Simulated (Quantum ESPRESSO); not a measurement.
System: W, space group Im-3m (No. 229).

The given structure:
```
CELL_PARAMETERS angstrom
-1.58234 1.58234 1.58234
1.58234 -1.58234 1.58234
1.58234 1.58234 -1.58234
ATOMIC_POSITIONS crystal
W 0.00000 0.00000 0.00000
```

Calculation (Quantum ESPRESSO 7.5): plane-wave DFT, no spin polarisation; energies at scaled volumes of the given cell, shape and fractions fixed, counted from the fit's minimum, third-order Birch-Murnaghan fit. Level: LDA.

- k mesh: 12×12×12
- occupations: Fermi–Dirac
- smearing width: 0.05 eV
- potentials: PseudoDojo 0.4.1 SR LDA standard
- wave cutoff: 952.4 eV
- density cutoff: 3810 eV

Predict the energy and pressure against volume. The volume takes the values 14.90, 15.21, 15.53, 15.85, 16.16, 16.48, 16.80 Å³/atom.

A third-order Birch–Murnaghan fit gives V0 = 15.36 Å³/atom, B0 = 327 GPa and B′ = 3.9. The energy is 15 meV/atom at volume 14.90 Å³/atom and 119 meV/atom at 16.80 Å³/atom; the lowest computed point is at volume 15.21 Å³/atom (1 meV/atom). The pressure falls from 10.43 GPa at volume 14.90 Å³/atom to −24.70 GPa at 16.80 Å³/atom, and changes sign near 15.36 Å³/atom.

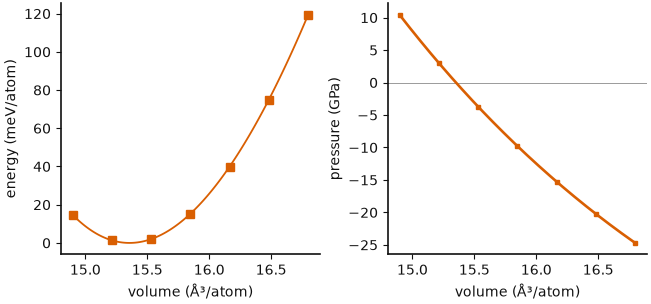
